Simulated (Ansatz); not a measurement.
# A series of single points on NiO

System: NiO (Fm-3m, 2 atoms in the cell).
Method: Kohn-Sham DFT of a periodic cell, LDA, Ansatz PAW, spin-polarised (Ansatz 0.2.0).

The 5 runs differ only in the geometry, by an even scaling of the cell at fixed fractional positions. The structure derives from an entry of the Crystallography Open Database.

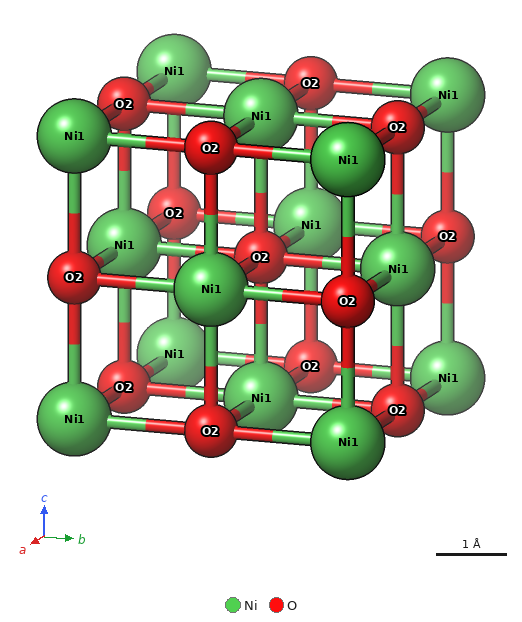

Figure 1. The structure of run 3 (ball-and-stick view of the cell 4 times as large as that of the calculation, set on its symmetry axes, seen slightly off an axis; atoms are numbered from 1 in the order of the input).

## Input of run 3
```yaml
crystal:
  lattice:
    - [0.0, 2.0859016414, 2.0859016414]
    - [2.0859016414, 0.0, 2.0859016414]
    - [2.0859016414, 2.0859016414, 0.0]
  atoms:
    - { symbol: Ni, position: [0.0, 0.0, 0.0], spin: 1.0 }
    - { symbol: O, position: [0.5, 0.5, 0.5] }
hamiltonian:
  xc: lda
  pseudopotentials: { kind: paw }
magnetization:
  spin_polarized: true
kpoints:
  mp_grid: { grid: [11, 11, 11] }
scf:
  occupations: { method: fermi_dirac, width: 0.05 }
output:
  forces: true
  stress: true
  eigenvalues: true
```

Command:
```bash
ansatz run input.yaml --threads 2 --pin off --max-ram 5120MiB --backend cpu --events-out ev --progress --plain --runs-dir out
```

Lattice vectors (Å) and fractional positions of run 3:
```
   0.000000    2.085902    2.085902
   2.085902    0.000000    2.085902
   2.085902    2.085902    0.000000
Ni  0.000000  0.000000  0.000000
O   0.500000  0.500000  0.500000
```

Run 2 differs from it as follows:
```diff
-    - [0.0, 2.0859016414, 2.0859016414]
-    - [2.0859016414, 0.0, 2.0859016414]
-    - [2.0859016414, 2.0859016414, 0.0]
+    - [0.0, 2.0719018797, 2.0719018797]
+    - [2.0719018797, 0.0, 2.0719018797]
+    - [2.0719018797, 2.0719018797, 0.0]
```

## Results, with one run withheld

```tsv
run	volume per atom (Å³)	free energy per atom, from the lowest run given (meV)	pressure (GPa)
1	8.713	0.00	−12.22
2	8.894	?	?
3	9.076	36.63	−19.81
4	9.257	60.94	−22.95
5	9.620	119.05	−28.13
```

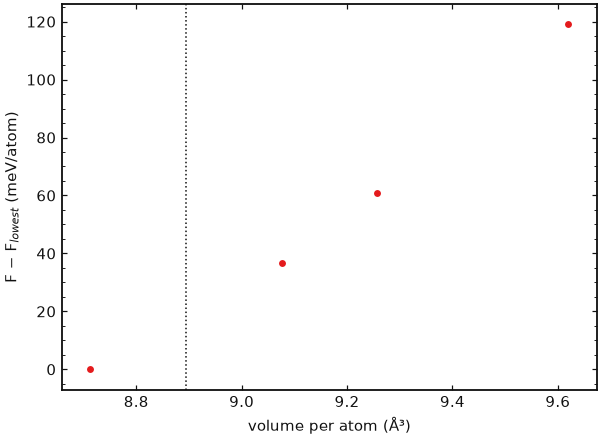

Figure 2. Free energy per atom of the runs given; the dotted line marks run 2.

Fit the runs given and predict run 2.

A quadratic polynomial in V^(−2/3) (the Birch–Murnaghan form), fitted to the 4 runs given, misses them by at most 0.08 meV per atom. With x = V^(−2/3) − 0.22847 Å⁻², it reads F = 47.086 − 7966.5 x + 2.4009e+05 x² (meV per atom). At run 2 it gives 16.20 meV per atom, and the run itself gives 16.19. The slope of the fit gives a pressure −dF/dV of −16.26 GPa there, and the run prints −16.25 GPa. The fit has no minimum inside this range.

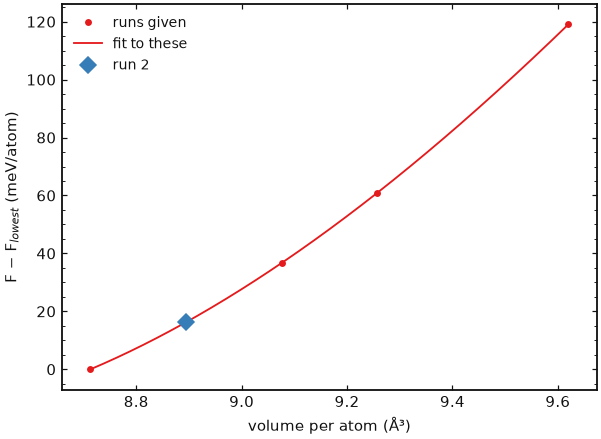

Figure 3. The fit and the withheld run.

## Output, shortened to warnings, some set-up lines, iterations and results (run 2)
```
Basis set: ecut = 420 eV, 331 PW (Γ)
Symmetry: 48 space group operations
k-points: 56 of 1331
Initial density: superposition of atomic densities (chi_scale 0.1, normalization cell, long waves kept (reshape's long-wave potential 0.00 eV rms))
[...]
SCF iter   1: F=—  HF=-6325.885893 eV  |F-HF|=—  |Δ(HF+E_count)|=         —  Δρ=2.05e-1 (↑7.04e-2 ↓2.05e-1)  dr2=8.29e0  dr2_m=1.23e0  M=0.213 μB ∫|m|=0.213 μB  β_m=0.30  …
SCF iter   2: F=—  HF=-6326.505853 eV  |F-HF|=—  |Δ(HF+E_count)|=   6.20e-1  Δρ=8.56e-2 (↑3.72e-2 ↓8.56e-2)  dr2=9.75e-1  dr2_m=3.80e-1  M=0.338 μB ∫|m|=0.338 μB  β_m=0.38  …
SCF iter   3: F=—  HF=-6326.940046 eV  |F-HF|=—  |Δ(HF+E_count)|=   4.34e-1  Δρ=4.89e-2 (↑2.06e-2 ↓4.89e-2)  dr2=3.48e-1  dr2_m=1.29e-1  M=0.314 μB ∫|m|=0.314 μB  β_m=0.54  …
SCF iter   4: F=—  HF=-6327.077020 eV  |F-HF|=—  |Δ(HF+E_count)|=   1.37e-1  Δρ=9.43e-3 (↑9.43e-3 ↓8.67e-3)  dr2=2.62e-2  dr2_m=1.62e-4  M=0.303 μB ∫|m|=0.304 μB  β_m=0.69  …
SCF iter   5: F=—  HF=-6327.083307 eV  |F-HF|=—  |Δ(HF+E_count)|=   6.29e-3  Δρ=3.09e-3 (↑3.09e-3 ↓2.49e-3)  dr2=4.10e-3  dr2_m=2.08e-5  M=0.304 μB ∫|m|=0.304 μB  β_m=0.68  …
[... 6 lines ...]
SCF 1 converged in 11 iterations: F = -6327.082716 eV  dr2 = 3.15e-9
SCF iter   1: F=—  HF=-6327.082716 eV  |F-HF|=—  |Δ(HF+E_count)|=         —  Δρ=2.74e-6 (↑2.22e-6 ↓2.74e-6)  dr2=3.15e-9  dr2_m=7.23e-11  M=0.297 μB ∫|m|=0.297 μB  …
SCF iter   2: F=—  HF=-6327.089516 eV  |F-HF|=—  |Δ(HF+E_count)|=   6.80e-3  Δρ=3.45e-2 (↑1.37e-2 ↓3.45e-2)  dr2=1.92e-1  dr2_m=5.65e-2  M=0.727 μB ∫|m|=0.729 μB  …
SCF iter   3: F=—  HF=-6327.081358 eV  |F-HF|=—  |Δ(HF+E_count)|=   8.16e-3  Δρ=3.10e-3 (↑3.10e-3 ↓5.33e-4)  dr2=1.32e-3  dr2_m=3.56e-4  M=0.088 μB ∫|m|=0.088 μB  …
SCF iter   4: F=—  HF=-6327.082717 eV  |F-HF|=—  |Δ(HF+E_count)|=   1.36e-3  Δρ=1.61e-4 (↑1.61e-4 ↓1.21e-4)  dr2=9.42e-6  dr2_m=1.59e-7  M=0.299 μB ∫|m|=0.299 μB  …
an SCF towards Hund's moment on open shells that bore less, with the run's symmetry operations kept, reached no lower state that the run goes on to. This is no proof of a minimum
SCF converged after 11 iterations
Magnetization: 0.2969 μB (12.1485 up, 11.8515 down)
Absolute magnetization: 0.2972 μB (∫|ρ↑−ρ↓|, with the PAW one-centre terms)
Spin contamination: 0.0007 ħ² per cell (⟨S²⟩ above its minimum at these occupations)
Per-site moments (μB) at R_I (Å): [(0.24589075292618556, 0.85465952537625), (0.039413770849947655, 0.85465952537625)]
Free energy (F): -6327.082716 eV
Harris-Foulkes:  -6327.082716 eV  (|F-HF|=2.84e-9)
Internal energy: -6327.069453 eV  (E = F + TS)
E sigma→0 (E₀):  -6327.076085 eV
Entropy (-TS):   -0.013263 eV (-6.631 meV/atom)
Fermi energy:    14.433869 eV
--- Per-component energies (eV) ---
  E_band       = -318.211491
  E_kinetic    = 453.319014
  E_local      = -3965.485631  (includes V_loc(G=0)·N_el)
  E_nonlocal   = 697.542137
  E_hartree    = 1633.344191
  E_xc         = -154.816833
  E_vxc        = -199.752785  (∫ρ·V_xc dr)
  E_paw        = -1714.714884  (= ΣΔE_a)
  E_vpaw       = -570.529017  (= ΣTr[D̂ρ^β])
  E_aug_tail   = 0.002972  (compensation charges beyond the density's cutoff)
  E_ewald      = -3276.791461
  E_core_change = 0.531042  (= ΣΔE_core)
  E_smearing   = -0.013263  (= −TS)
  E_closure    = 0.000000  (closes the sum)
  Σ components = -6327.082716   (vs F -6327.082716, Δ=0.00e0)
--- Forces (eV/Å), atoms counted from 1 ---
  atom   1  Ni    -0.00000000     0.00000000     0.00000000
  atom   2  O      0.00000000    -0.00000000    -0.00000000
  max |Σ_I F_I| component: 1.56e-29 eV/Å
--- Stress (GPa, compression-positive) ---
      -16.248315       0.000000       0.000000
        0.000000     -16.248315       0.000000
       -0.000000       0.000000     -16.248315
  P = ⅓ Tr σ = -16.2483 GPa (-162.483 kbar)
```
